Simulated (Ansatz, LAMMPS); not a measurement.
# Forces and charges in glassy 72SiO2-17Al2O3-6BaO-6ZnO (mol %) (116 atoms)

Aim: energy, forces, charges and density of states of glassy 72SiO2-17Al2O3-6BaO-6ZnO (mol %) (116 atoms) at a fixed geometry.

Main program and level: Ansatz 0.2.0; Kohn-Sham DFT, PBE, PAW (set soft_2), plane waves.

## 1. The starting structure

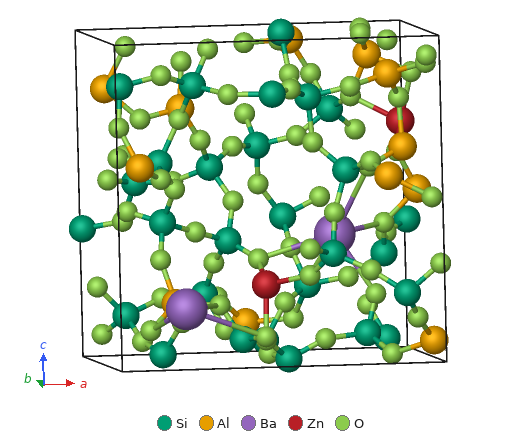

Start, viewed slightly off an axis; silicon teal, aluminium orange, barium purple, zinc red, oxygen green. Bonds to atoms that aren't drawn are left out. Some periodic images of atoms are drawn too.

The cell holds 116 atoms: 26 Si, 12 Al, 2 Ba, 2 Zn and 74 O. Cell: a = 12.202 Å, b = 12.202 Å, c = 12.202 Å, α = 90.0°, β = 90.0°, γ = 90.0°. 116 atoms (26 Si, 12 Al, 2 Ba, 2 Zn, 74 O) placed at random at 2.42 g/cm³, melted at 4000 K for 10 ps at fixed volume with the Morse and Coulomb pair potential with partial charges (Pedone, Malavasi, Menziani, Cormack and Segre, J. Phys. Chem. B 110, 11780 (2006)). Quenched from 4000 K to 300 K at 50 K/ps and fixed volume, held 5 ps.

Before any run, some limits are plain. The quench rate of 50 K/ps is orders of magnitude faster than experiment, which tends to freeze in extra defects. The network of bonds at the start is that of the classical potential that made the cell, and needn't be the one that DFT or experiment would give. Only the Γ point is sampled, in a cell whose shortest periodic width is 12 Å. No spin–orbit coupling is included, so levels derived from the heavy atoms are approximate.

## 2. Making the structure

A classical potential makes the cell, at a small fraction of what the same run would cost in DFT.

This step: classical MD, Morse and Coulomb pair potential with partial charges (Pedone, Malavasi, Menziani, Cormack and Segre, J. Phys. Chem. B 110, 11780 (2006)) (LAMMPS 22 Jul 2025 - Update 4).

File in.lmp:

```
# melt-quench of Si26Al12Ba2Zn2O74
units metal
atom_style charge
boundary p p p
region box block 0 12.2021 0 12.2021 0 12.2021
create_box 5 box
mass 1 28.0850   # Si
mass 2 26.9815   # Al
mass 3 137.3270   # Ba
mass 4 65.3800   # Zn
mass 5 15.9990   # O
create_atoms 1 random 26 472057 NULL overlap 1.5 maxtry 2000
create_atoms 2 random 12 472064 NULL overlap 1.5 maxtry 2000
create_atoms 3 random 2 472071 NULL overlap 1.5 maxtry 2000
create_atoms 4 random 2 472078 NULL overlap 1.5 maxtry 2000
create_atoms 5 random 74 472085 NULL overlap 1.5 maxtry 2000
pair_style hybrid/overlay pedone 5.5 coul/long 8.0
pair_coeff * * coul/long
pair_coeff 1 5 pedone 0.340554 2.006700 2.100000 1   # Si-O
pair_coeff 2 5 pedone 0.361581 1.900442 2.164818 0.9   # Al-O
pair_coeff 3 5 pedone 0.065011 1.547596 3.393410 5   # Ba-O
pair_coeff 4 5 pedone 0.001221 3.150679 2.851850 1   # Zn-O
pair_coeff 5 5 pedone 0.042395 1.379316 3.618701 22   # O-O
set type 1 charge 2.4
set type 2 charge 1.8
set type 3 charge 1.2
set type 4 charge 1.2
set type 5 charge -1.2
kspace_style pppm 1.0e-4
neigh_modify delay 0 every 1 check yes
thermo_style custom step time temp pe press density
thermo_modify norm yes
timestep 0.002
thermo 100
# [... 15 lines left out ...]
fix md all nvt temp 4000 300 0.2
run 37000 post no
unfix md
thermo 1250
fix md all nvt temp 300 300 0.2
run 2500 post no
unfix md
write_dump all custom glass.dump id type xs ys zs modify sort id
```

Run with:

```console
> lmp -in in.lmp -log none -nocite
```

Numbers of over 12 decimals in the logs are rounded to 6 here.

Log:

```text
LAMMPS (22 Jul 2025 - Update 4)
Created orthogonal box = (0 0 0) to (12.2021 12.2021 12.2021)
Created 26 atoms
Created 12 atoms
Created 2 atoms
Created 2 atoms
Created 74 atoms
PPPM initialization ...
  G vector (1/distance) = 0.37190654
  grid = 12 12 12
  estimated relative force accuracy = 9.3747438e-05
   Step          Time           Temp          PotEng         Press         Density
         0   0              0             -1.06323        471399.92      2.4159969
       100   0.2            0             -15.726746     -22798.039      2.4159969
       105   0.21           0             -15.740584     -23938.593      2.4159969
Loop time of 0.073838 s on 1 MPI rank(s) for 105 steps with 116 atoms
Minimization stats:
  Stopping criterion = energy tolerance
  Energy initial, next-to-last, final =
     -1.06322999266376  -15.7395948366989  -15.7405843538664
  Force two-norm initial, final = 335.25913 2.7983618
  Iterations, force evaluations = 105 140
   Step          Time           Temp          PotEng         Press         Density
         0   0              4000          -15.740584      11018.703      2.4159969
       500   1              2303.141      -15.568884     -24723.667      2.4159969
      1000   2              1884.2244     -15.569248     -32756.815      2.4159969
Loop time of 0.420349 s on 1 MPI rank(s) for 1000 steps with 116 atoms
   Step          Time           Temp          PotEng         Press         Density
      1000   2              1884.2244     -15.569248     -32756.815      2.4159969
      1666   3.332          4258.9995     -15.139883      10906.018      2.4159969
      2499   4.998          3802.1518     -15.159924     -22803.648      2.4159969
      3332   6.664          4037.4835     -15.242173     -24148.359      2.4159969
      4165   8.33           4186.8913     -15.174315     -20332.172      2.4159969
      4998   9.996          3557.2889     -15.183177     -46110.589      2.4159969
[... 2 lines left out ...]
Loop time of 2.22641 s on 1 MPI rank(s) for 5000 steps with 116 atoms
   Step          Time           Temp          PotEng         Press         Density
[... 12 lines left out ...]
Loop time of 15.3797 s on 1 MPI rank(s) for 37000 steps with 116 atoms
   Step          Time           Temp          PotEng         Press         Density
     43000   86             300.0393      -15.877336     -28336.865      2.4159969
     43750   87.5           287.09109     -15.872126     -16770.801      2.4159969
     45000   90             289.3444      -15.873        -20538.713      2.4159969
     45500   91             301.11503     -15.879189     -29927.684      2.4159969
Loop time of 0.948268 s on 1 MPI rank(s) for 2500 steps with 116 atoms
```

Elapsed: 19 s, on 1 thread of Intel Xeon Platinum 8488C (Sapphire Rapids), shared host; peak memory 0.072 GiB.

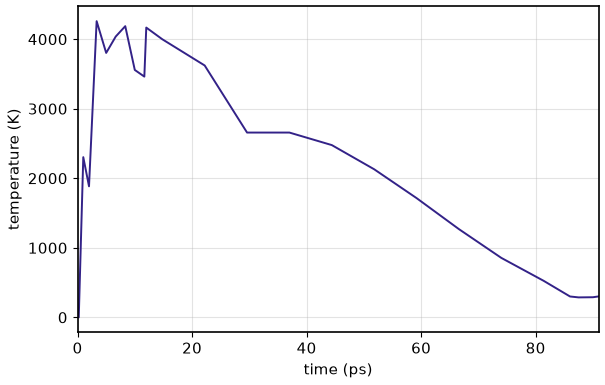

Temperature, plotted against time.

## 3. Plane-wave single point

One self-consistent run at the given positions yields energy and forces.

File input.yaml:

```yaml
crystal:
  lattice:
    - [12.2021, 0.0, 0.0]
    - [0.0, 12.2021, 0.0]
    - [0.0, 0.0, 12.2021]
  atoms:
    - { symbol: Si, position: [0.53485, 0.86851, 0.63694] }
    - { symbol: Si, position: [0.759, 0.84691, 0.74364] }
    - { symbol: Si, position: [0.8936, 0.08063, 0.21193] }
    - { symbol: Si, position: [0.40262, 0.23298, 0.07572] }
    - { symbol: Si, position: [0.90224, 0.73009, 0.30342] }
    - { symbol: Si, position: [0.36488, 0.67987, 0.58388] }
    - { symbol: Si, position: [0.67362, 0.80934, 0.20933] }
    - { symbol: Si, position: [0.19007, 0.52694, 0.02192] }
    - { symbol: Si, position: [0.40477, 0.58263, 0.36223] }
    - { symbol: Si, position: [0.35197, 0.77903, 0.18955] }
    - { symbol: Si, position: [0.92637, 0.90618, 0.03393] }
    - { symbol: Si, position: [0.62308, 0.26251, 0.81128] }
    - { symbol: Si, position: [0.67996, 0.18012, 0.33387] }
    - { symbol: Si, position: [0.18682, 0.43228, 0.43088] }
    - { symbol: Si, position: [0.6201, 0.957, 0.41331] }
    - { symbol: Si, position: [0.00148, 0.9483, 0.39364] }
    - { symbol: Si, position: [0.02435, 0.09257, 0.86798] }
    - { symbol: Si, position: [0.10568, 0.75215, 0.13414] }
    - { symbol: Si, position: [0.8145, 0.47, 0.07347] }
    - { symbol: Si, position: [0.48696, 0.03931, 0.83383] }
    - { symbol: Si, position: [0.52296, 0.66482, 0.04961] }
    - { symbol: Si, position: [0.73282, 0.24578, 0.58466] }
    - { symbol: Si, position: [0.14944, 0.80972, 0.53702] }
    - { symbol: Si, position: [0.25819, 0.17476, 0.86098] }
    - { symbol: Si, position: [0.16059, 0.26786, 0.62136] }
    - { symbol: Si, position: [0.56501, 0.42575, 0.00285] }
    - { symbol: Al, position: [0.21058, 0.33663, 0.18745] }
    - { symbol: Al, position: [0.07362, 0.03564, 0.61981] }
    - { symbol: Al, position: [0.9287, 0.40766, 0.6437] }
    - { symbol: Al, position: [0.64212, 0.87164, 0.95877] }
    - { symbol: Al, position: [0.50104, 0.98041, 0.09046] }
    - { symbol: Al, position: [0.99302, 0.60026, 0.50341] }
    - { symbol: Al, position: [0.99574, 0.2742, 0.05428] }
    - { symbol: Al, position: [0.26212, 0.53928, 0.77413] }
    - { symbol: Al, position: [0.85827, 0.68504, 0.91534] }
    - { symbol: Al, position: [0.83629, 0.01368, 0.5746] }
    - { symbol: Al, position: [0.87509, 0.30598, 0.87366] }
    - { symbol: Al, position: [0.0249, 0.4962, 0.84244] }
    - { symbol: Ba, position: [0.72226, 0.48324, 0.37736] }
    - { symbol: Ba, position: [0.20799, 0.04294, 0.18314] }
    - { symbol: Zn, position: [0.49307, 0.36103, 0.2352] }
    - { symbol: Zn, position: [0.95607, 0.68081, 0.70872] }
    - { symbol: O, position: [0.61771, 0.26864, 0.26423] }
    - { symbol: O, position: [0.82638, 0.5696, 0.98532] }
    - { symbol: O, position: [0.96001, 0.00207, 0.94122] }
    - { symbol: O, position: [0.15281, 0.10137, 0.89779] }
    - { symbol: O, position: [0.48698, 0.49842, 0.30817] }
    - { symbol: O, position: [0.75372, 0.25563, 0.83987] }
    - { symbol: O, position: [0.55648, 0.15039, 0.8422] }
    - { symbol: O, position: [0.59137, 0.71193, 0.16197] }
    - { symbol: O, position: [0.13367, 0.50411, 0.74625] }
    - { symbol: O, position: [0.92508, 0.8534, 0.3597] }
    - { symbol: O, position: [0.12258, 0.2639, 0.10982] }
    - { symbol: O, position: [0.6316, 0.86361, 0.32167] }
    - { symbol: O, position: [0.05509, 0.71522, 0.55219] }
    - { symbol: O, position: [0.35595, 0.07874, 0.83485] }
    - { symbol: O, position: [0.63914, 0.90682, 0.10304] }
    - { symbol: O, position: [0.79047, 0.13176, 0.2817] }
    - { symbol: O, position: [0.51436, 0.96249, 0.94758] }
    - { symbol: O, position: [0.84542, 0.49211, 0.19083] }
    - { symbol: O, position: [0.92055, 0.41196, 0.79435] }
    - { symbol: O, position: [0.68111, 0.43614, 0.06096] }
    - { symbol: O, position: [0.32781, 0.59149, 0.67181] }
    - { symbol: O, position: [0.71158, 0.91288, 0.84997] }
    - { symbol: O, position: [0.22301, 0.2497, 0.75472] }
    - { symbol: O, position: [0.33698, 0.25732, 0.1817] }
    - { symbol: O, position: [0.98756, 0.6371, 0.85996] }
    - { symbol: O, position: [0.26905, 0.54313, 0.91698] }
    - { symbol: O, position: [0.29664, 0.50969, 0.39532] }
    - { symbol: O, position: [0.24345, 0.46041, 0.12142] }
    - { symbol: O, position: [0.44876, 0.7748, 0.64111] }
    - { symbol: O, position: [0.81494, 0.3479, 0.58878] }
    - { symbol: O, position: [0.51127, 0.96204, 0.73043] }
    - { symbol: O, position: [0.25892, 0.74515, 0.54008] }
    - { symbol: O, position: [0.9672, 0.00556, 0.50638] }
    - { symbol: O, position: [0.65271, 0.8224, 0.66578] }
    - { symbol: O, position: [0.51802, 0.5442, 0.01528] }
    - { symbol: O, position: [0.81107, 0.73245, 0.78663] }
    [... 32 atom lines left out ...]
    - { symbol: O, position: [0.14144, 0.64534, 0.05831] }
    - { symbol: O, position: [0.08735, 0.45586, 0.97248] }
    - { symbol: O, position: [0.87672, 0.97072, 0.13505] }
    - { symbol: O, position: [0.45974, 0.12003, 0.0877] }
    - { symbol: O, position: [0.59544, 0.74192, 0.96401] }
    - { symbol: O, position: [0.2165, 0.35017, 0.53632] }
kpoints:
  mp_grid: { grid: [1, 1, 1] }
hamiltonian:
  xc: pbe
scf:
  occupations: { method: fixed }
output:
  forces: true
  stress: true
  populations: true
  dos:
    method: { smearing: { sigma: 0.15 } }
    de: 0.1
    projected: { site_lists: { Al: [Al], Ba: [Ba], O: [O], Si: [Si], Zn: [Zn] } }
  eigenvalues: true
  write_density: true
  write_potential: true
  volumetric_format: npy
```

Run with:

```console
> ansatz run input.yaml --threads 8 --pin off --max-ram 15872MiB --backend cpu --events-out ev --progress --plain --runs-dir out
```

Log:

```text
Engine: ansatz 0.2.0, x86_64-unknown-linux-gnu
Pseudopotentials: kind: paw
Pseudopotential: Si, paw, valence charge 4, recommended cutoff 420 eV (normal), Si.paw.azcp
Pseudopotential: Al, paw, valence charge 3, recommended cutoff 420 eV (normal), Al.paw.azcp
Pseudopotential: Ba, paw, valence charge 10, recommended cutoff 420 eV (normal), Ba.paw.azcp
[...]
--- Band table (eV) ---
  k-point 0: bands = ["-25.4359", "-24.8913", "-18.8806", "-18.3433", [... 414 levels ...], "11.6760", "11.7177", "11.7639", "11.7742", "11.8252", "11.8507", "11.8861", "11.8981", "11.9203", "11.9844", "12.0015", "12.0688"]
--- Löwdin populations: 116 sites ---
  site symbol       q [e]
     0     Si      2.1859
     1     Si      2.2498
     2     Si      2.2418
[...]
115      O      6.7906
  spilling = 0.012048 (of n_electrons = 628.000000)
[key lines of the parts left out:]
SCF converged after 9 iterations
Free energy (F): -83630.530544 eV
Fermi energy:    2.512741 eV
P = ⅓ Tr σ = 2.0998 GPa (20.998 kbar)
```

It took 12 s on 8 threads of Intel Xeon Platinum 8488C (Sapphire Rapids), shared host; peak memory 2.8 GiB; 81 s of CPU time.

The column dr2 measures how far the density is from self-consistency, as an energy; F and HF (Harris–Foulkes) agree once it is small.

The program notes that the exchange-correlation potential is rough where the density is thin.

The run gave:

- free energy: -83630.5305 eV
- free energy per atom: -720.9529 eV/atom
- SCF cycles: 9
- pressure: 2.1 GPa
- r.m.s. force component: 1.375 eV/Å
- longest force: 6.901 eV/Å
- Fermi energy: 2.513 eV
- gap (highest filled to lowest empty level): 3.014 eV
- spilling of the projection: 0.01205

Length of the force by element:

```tsv
element	coordination	atoms	mean length of the force (eV/Å)	spread	least	most
Al	all	12	1.77	1.07	0.746	3.96
Ba	all	2	0.839	0.274	0.565	1.11
O	all	74	1.83	0.936	0.284	5.58
Si	all	26	3.03	1.43	1.11	6.90
Zn	all	2	0.790	0.0497	0.740	0.840
```

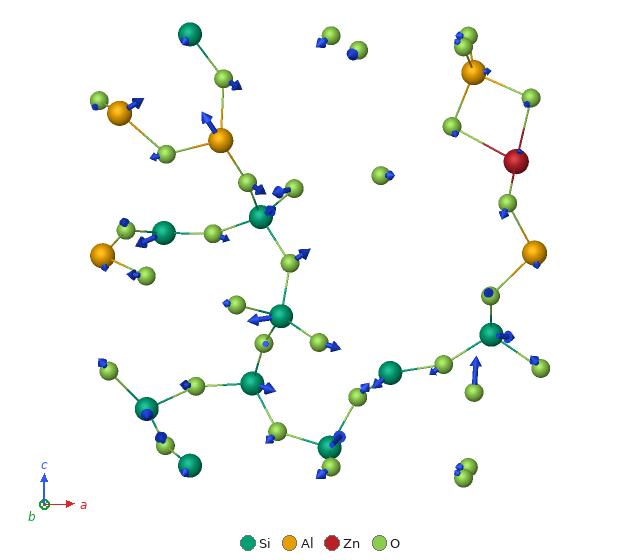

Forces as arrows; the longest in the cell is 6.90 eV/Å. Drawn is a slice 4 Å thick, seen along the normal of the ac plane. Bonds to atoms that aren't drawn are left out.

Löwdin charges by element (they lack the spilled electrons, 0.065 e an atom on average):

```tsv
element	coordination	atoms	mean charge (e)	spread	least	most
Al	all	12	1.38	0.0439	1.31	1.47
Ba	all	2	1.90	0.0195	1.88	1.92
O	all	74	-0.835	0.0496	-1.000	-0.760
Si	all	26	1.77	0.0267	1.71	1.82
Zn	all	2	1.53	0.0094	1.52	1.54
```

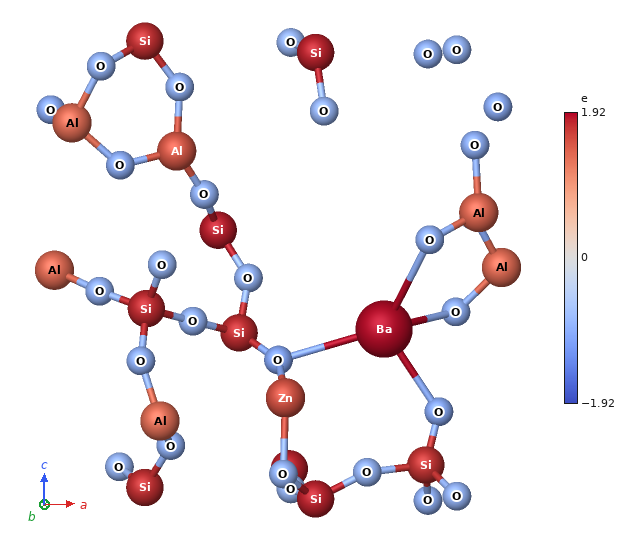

Atoms coloured by Löwdin charge. Drawn is a slice 4 Å thick, seen along the normal of the ac plane. Bonds to atoms that aren't drawn are left out.

[end of part 1 of 2]

[Logs are printed without paths, hosts, clocks, repeated set-up lines and the standing remarks that a program may print on its own settings, such as how far it seeks lower states.]

[Hosts, paths, dates, database ids (printed as entryN), source tags and the programs' standing remarks are cut or masked in the printed files.]
